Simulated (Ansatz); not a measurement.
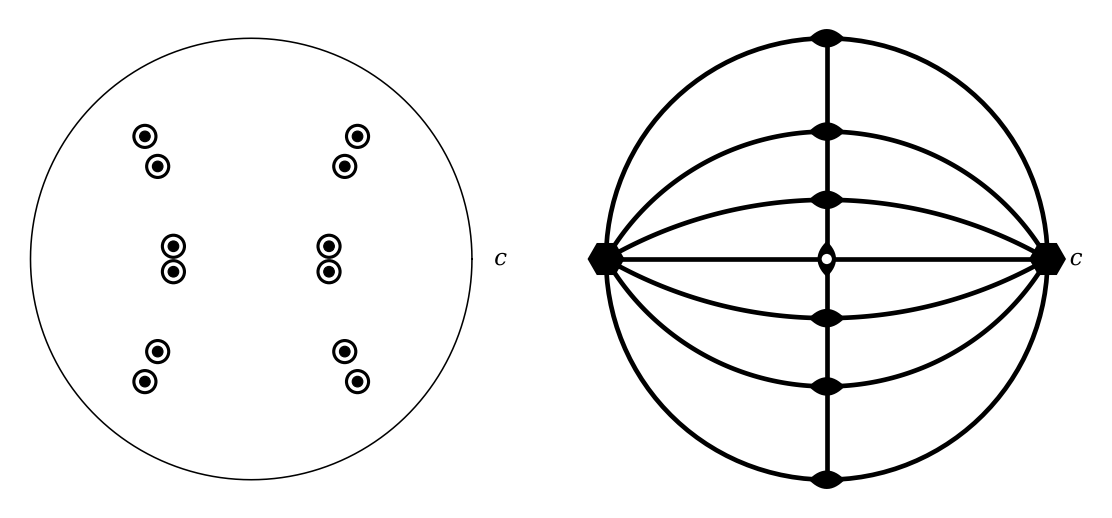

Stereographic projection: filled dots lie in the upper hemisphere, open rings in the lower; heavy lines are mirror planes (a heavy rim: a mirror in the plane of the page); lens, triangle, square and hexagon are 2-, 3-, 4- and 6-fold axes, a lens in an open square is −4, a triangle in an open hexagon −6; thin dashed diameters join the ends of axes that lie in the page; a small open circle marks inversion. The a axis points at the viewer. Left: one general form; right: the symmetry elements. Computed from the symmetry operations of a computed or model structure of composition Ge.

### Which point group is this?

6/mmm (D6h), order 24, hexagonal system: one sixfold axis, six twofold axes, seven mirror planes, an inversion centre.

### Which physical properties does it allow?

It is centrosymmetric, so neither piezoelectric nor pyroelectric; it is not chiral.
